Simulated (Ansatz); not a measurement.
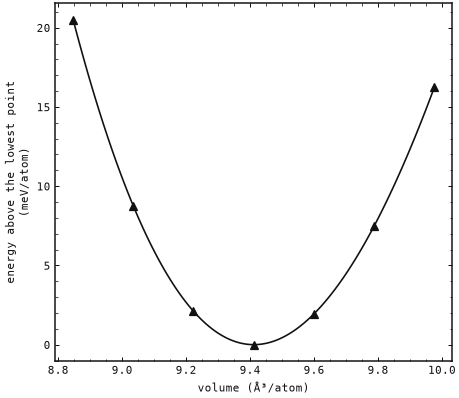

The figure shows the energy above the lowest point against volume for CuO₂, space group Fm-3m (No. 225) (one of a set of cubic test structures, which need not be the stable phase).

Calculation (Ansatz 0.2.0 development build): equation of state of a cubic crystal from periodic Kohn-Sham density functional theory without spin, third-order Birch-Murnaghan fit to the free energies; pressure corrected for the finite basis. Level: PBE.

structure type fluorite; atoms in cell 3; space group number 225; lattice centring face-centred primitive; k mesh 20×20×20; occupation method Fermi–Dirac; occupation width 0.06123 eV; wave cutoff 700 eV; datasets hard PAW; density tolerance 1e−09 eV; bands 20; density cutoff ratio 4; search for lower states default.

### How stiff is the solid, and where is its volume at rest?

A third-order Birch–Murnaghan fit gives V0 = 9.41 Å³/atom, B0 = 172 GPa and B′ = 4.8.

Note: cubic model structure, not the ambient form; no spin polarisation, a magnetic state may lie lower.
